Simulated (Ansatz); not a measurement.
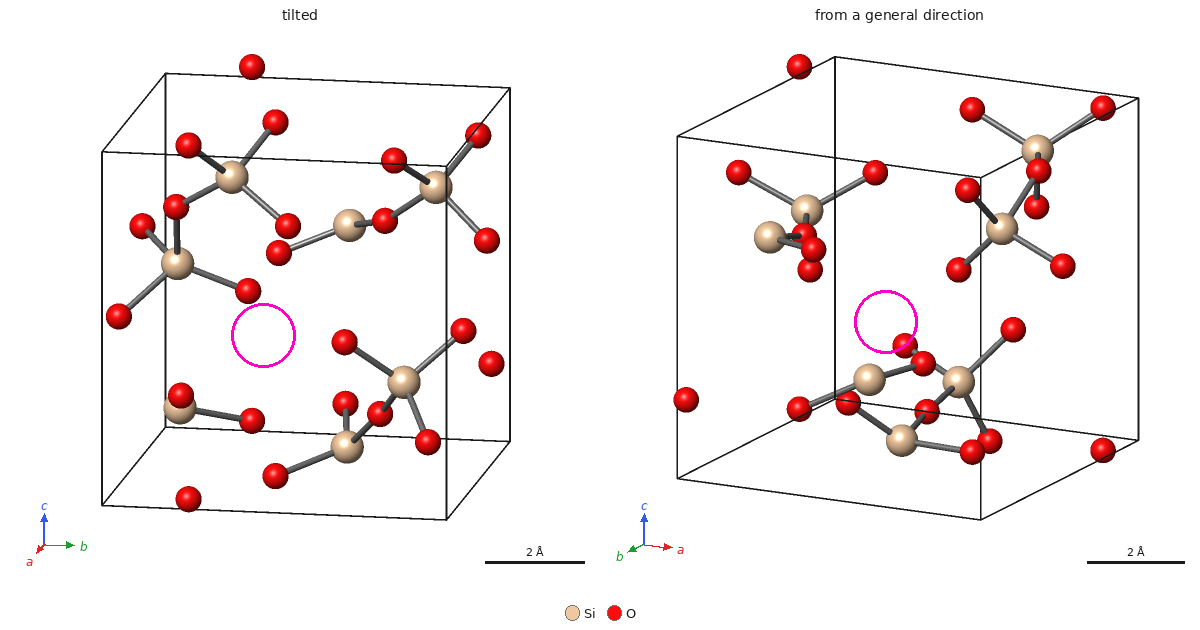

Crystal structure, ball-and-stick style, seen slightly off an axis and from a general direction. The parallelepiped is the supercell. The host is SiO$_{2}$, in a cell of 24 sites, and the cell carries a charge of -4. A ring marks the defect's site.

### What imperfection does the supercell contain?

A silicon vacancy. Around the empty site lie four O at about 2.2 Å.

The numbers come from DFT PBE, scalar-relativistic, plane waves, PAW (Ansatz 0.2.0), using a kinetic-energy cutoff of 420 eV, Brillouin-zone sampling on a 2×2×2 mesh, Gaussian smearing of 0.02 eV, collinear spins.

### Does the defective cell carry a moment?

No net moment.

The atoms were relaxed in the host's cell with Ansatz 0.2.0, DFT PBE, scalar-relativistic, plane waves, PAW.
